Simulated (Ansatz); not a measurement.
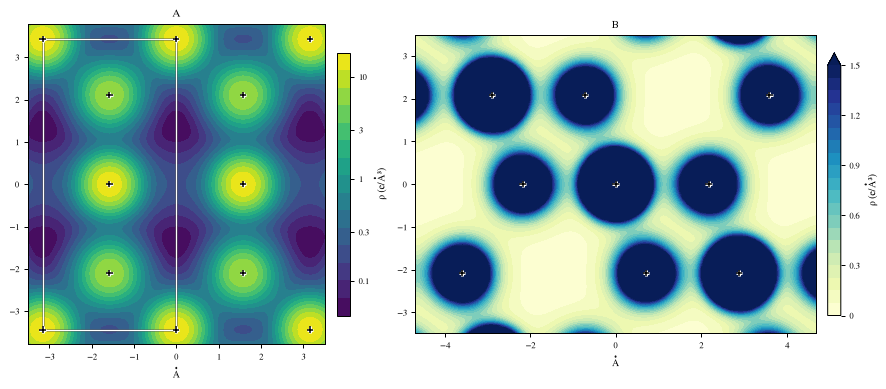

The valence charge density (pseudo) of 2 systems, each on a plane through atoms (crosses mark nuclei in the plane).

These are results of DFT, r2SCAN with spin-orbit coupling, plane waves, PAW (Ansatz), not measurements.

System 1: SnO$_{2}$, the (110) plane of the conventional cell. Space group P4₂/mnm; started from the rutile prototype, which need not be the ambient phase; changed on purpose from its base cell (epitaxial xy strain +2.0%); computed pressure about −4 GPa in this cell.

```yaml
crystal:
  lattice:
    - [4.85579, 0.00000, 0.00000]
    - [0.00000, 4.85579, 0.00000]
    - [0.00000, 0.00000, 3.15966]
  atoms:
    - { symbol: Sn, position: [0.00000, 0.00000, 0.00000] }
    - { symbol: Sn, position: [0.50000, 0.50000, 0.50000] }
    - { symbol: O, position: [0.30621, 0.30621, 0.00000] }
    - { symbol: O, position: [0.19379, 0.80621, 0.50000] }
    - { symbol: O, position: [0.80621, 0.19379, 0.50000] }
    - { symbol: O, position: [0.69379, 0.69379, 0.00000] }
```

System 2: HfO$_{2}$, the (110) plane of the conventional cell. Space group R-3m; started from the fluorite prototype, which need not be the ambient phase; changed on purpose from its base cell (epitaxial 111 strain +1.0%); computed pressure about −2 GPa in this cell.

```xyz
9
Lattice="2.5545 0.0000 -2.5545 -2.5545 2.5545 0.0000 4.9996 4.9996 4.9996" Properties=species:S:1:pos:R:3 pbc="T T T"
Hf    0.0000    0.0000    0.0000
Hf    2.5180    2.5180   -0.0365
Hf    2.4816    5.0361    2.4816
O     1.2552    1.2552    1.2552
O     3.7733    3.7733    1.2188
O     3.7368    6.2913    3.7368
O     1.2628    1.2627   -1.2917
O     1.2263    3.7808    1.2263
O     3.7443    3.7443    3.7443
```

Match each panel to its system.

Answer. Panel A is system 1, SnO$_{2}$: the plane holds Sn and O. Sn–O (2.07 Å): the density is about 0.66 e/Å³ at the midpoint. Panel B is system 2, HfO$_{2}$: the plane holds Hf and O. Hf–O (2.17 Å): the density is about 0.6 e/Å³ at the midpoint.
